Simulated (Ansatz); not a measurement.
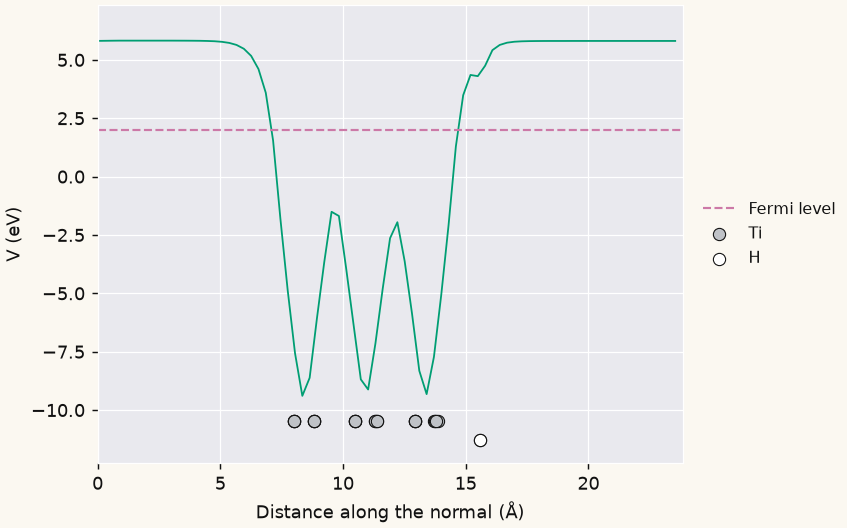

Plane-averaged electrostatic potential energy of an electron across the slab; circles at the bottom mark the heights of the atoms (positions after relaxation).

Input of the run:

```
crystal:
  lattice:
    - [5.772929951, 0.0, 0.0]
    - [0.0, 9.1481646307, 0.0]
    - [0.0, 0.0, 23.8327546571]
  atoms:
    - { symbol: Ti, position: [0.5, 0.375, 0.3356724859] }
    - { symbol: Ti, position: [0.5, 0.875, 0.3356724859] }
    - { symbol: Ti, position: [0.0, 0.375, 0.3356724859] }
    - { symbol: Ti, position: [0.0, 0.875, 0.3356724859] }
    - { symbol: Ti, position: [0.75, 0.125, 0.3706349011] }
    - { symbol: Ti, position: [0.75, 0.625, 0.3706349011] }
    - { symbol: Ti, position: [0.25, 0.125, 0.3706349011] }
    - { symbol: Ti, position: [0.25, 0.625, 0.3706349011] }
    - { symbol: Ti, position: [0.75, 0.375, 0.4405597316] }
    - { symbol: Ti, position: [0.75, 0.875, 0.4405597316] }
    - { symbol: Ti, position: [0.25, 0.375, 0.4405597316] }
    - { symbol: Ti, position: [0.25, 0.875, 0.4405597316] }
    - { symbol: Ti, position: [0.0, 0.125, 0.476350761] }
    - { symbol: Ti, position: [0.0, 0.625, 0.476350761] }
    - { symbol: Ti, position: [0.5, 0.125, 0.476350761] }
    - { symbol: Ti, position: [0.5, 0.625, 0.476350761] }
    - { symbol: Ti, position: [0.0, 0.375, 0.5434323999] }
    - { symbol: Ti, position: [0.0, 0.875, 0.5434323999] }
    - { symbol: Ti, position: [0.5, 0.375, 0.5434323999] }
    - { symbol: Ti, position: [0.5, 0.875, 0.5434323999] }
    - { symbol: Ti, position: [0.25, 0.125, 0.5775606487] }
    - { symbol: Ti, position: [0.25, 0.625, 0.5775606487] }
    - { symbol: Ti, position: [0.75, 0.125, 0.5775606487] }
    - { symbol: Ti, position: [0.75, 0.625, 0.5775606487] }
    - { symbol: H, position: [0.25, 0.125, 0.6916892938] }
    - { symbol: H, position: [0.2180557631, 0.0455335379, 0.6916892938] }
basis:
  ecutwfc: 420
kpoints:
  mp_grid: { grid: [3, 2, 1] }
hamiltonian:
  xc: pbe
  dispersion: d3bj
scf:
  occupations: { method: gaussian, width: 0.1 }
output:
  forces: true
  eigenvalues: true
  write_density: true
  write_potential: true
  elf: true
  volumetric_format: npy
relax:
  adjacent_minimum: "off"
  f_tol: 0.04
  max_steps: 100
  constraints: [{ sites: [0, 1, 2, 3, 4, 5, 6, 7, 8, 9, 10, 11] }]
efield:
  axis: 3
  dipole_correction: true
  ramp_width: 0.04
```

Launched with:
```bash
ansatz run input.yaml --threads 4 --pin off --max-ram 10240MiB --backend cpu --events-out ev --progress --plain --runs-dir out
```

What is the work function?

Answer. The work function is 3.81 eV, the same on both faces. The two vacuum levels agree, so the slab has no net dipole along its normal.

How thick are slab and vacuum?

Answer. The outermost atoms are 7.6 Å apart, which leaves 16.2 Å of vacuum in a cell 23.8 Å high.
